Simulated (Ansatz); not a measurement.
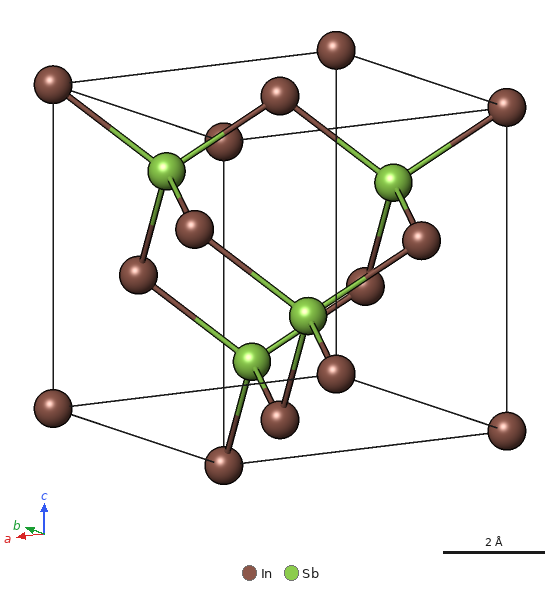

The starting point is crystalline InSb (built on the zincblende type) at its r2SCAN-relaxed geometry. The picture is a ball-and-stick view of the conventional cell (4 times the calculation's cell), seen from a free direction. Lengths and directions refer to the drawn axes.

Level of theory: DFT, PBE, plane waves, PAW (Ansatz 0.2.0). Settings: plane-wave cutoff 420 eV; k-point mesh 6 × 6 × 6; occupations fermi dirac; smearing width 0.02 eV; no spin polarisation.

The variant: The cell is strained by +1.0 % along b and −1.0 % across it (volume −1.0 %). The atoms and the free axis were relaxed with r2SCAN under that strain, and this is a single point on that geometry.

Predict the response.

Energy change: +4.5 meV per atom. Pressure: 1.4 GPa before, 1.9 GPa after. The principal stresses (compression positive) are 1.6 GPa along b and 2.1 GPa across it. All forces vanish by symmetry. Some distances before and after: In–Sb 2.840 → 2.831 Å. The space group (tolerance 0.01 Å) goes from F-43m (No. 216) to I-4m2 (No. 119).
